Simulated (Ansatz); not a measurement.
**Cu$_{2}$Ni$_{3}$: density, localisation and related maps**

```xyz
15
Lattice="2.4839 0.0000 0.0000 -1.2419 2.1511 0.0000 0.0000 0.0000 30.6210" Properties=species:S:1:pos:R:3 pbc="T T T"
Cu    0.0000    0.0000    3.0551
Cu    1.2419    0.7170   13.2620
Cu    0.0000    1.4341   23.4689
Cu    1.2419    0.7170    7.1522
Cu    0.0000    1.4341   17.3591
Cu    0.0000    0.0000   27.5660
Ni    1.2419    0.7170    0.9952
Ni    0.0000    1.4341   11.2024
Ni    0.0000    0.0000   21.4093
Ni    0.0000    0.0000    9.2117
Ni    1.2419    0.7170   19.4186
Ni    0.0000    1.4341   29.6258
Ni    0.0000    1.4341    5.1036
Ni    0.0000    0.0000   15.3105
Ni    1.2419    0.7170   25.5174
```

Space group R-3m; a structure generated by program, which may or may not match a known phase; changed on purpose from its base cell (volume × 0.97, shape and atoms relaxed); computed pressure about 6 GPa in this cell; spin-polarised.

Theory: DFT PBE, scalar-relativistic, plane waves, PAW in Ansatz.

The density is the valence pseudo-density of a PAW calculation; it isn't the true density close to the nuclei.

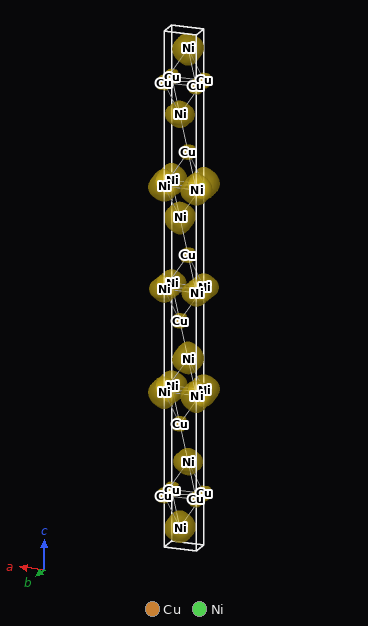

Figure 1. Isosurfaces of the magnetisation density (up minus down) at +0.01 (yellow) and −0.01 e/Å³ (cyan), seen at an oblique angle. Sticks mark near contacts.

### Which atoms carry the moments, and with what signs?

The spin density sits on Ni: +0.5 μB (×6) in one cell of 15 atoms, with smaller moments on other sites: Ni (up to +0.22 μB): parallel moments (a ferromagnetic arrangement) in this solution. The cell of the calculation (5 atoms) carries 1.1 μB of net spin moment. Only one sign reaches the isovalue.

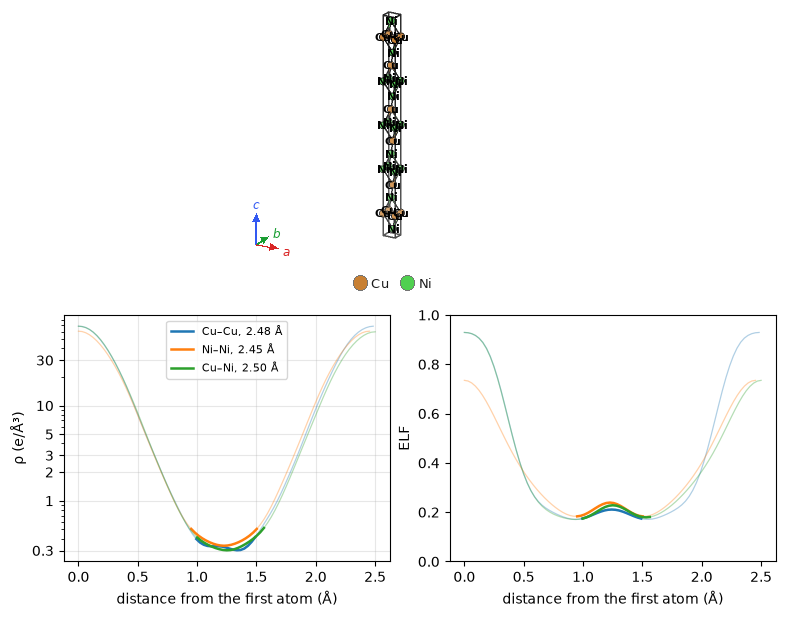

Figure 2. Valence electron density and ELF along straight lines between neighbouring atoms. Thin, pale parts lie inside the atomic spheres. The structure is drawn too.

### What can be read from the curves?

Cu–Cu (2.48 Å): the density is about 0.32 e/Å³ at the midpoint; the ELF is about 0.20 at the midpoint (no localised pair shows between them).
Ni–Ni (2.45 Å): the density is about 0.34 e/Å³ at the midpoint; the ELF is about 0.25 at the midpoint (no shared electron pair shows on this line).
Cu–Ni (2.50 Å): ρ is about 0.3 e/Å³ halfway; the ELF is about 0.25 at the midpoint: no shared electron pair shows on this line.

### Does the calculation give a band gap?

It is gapless in this calculation (a metal or semimetal).
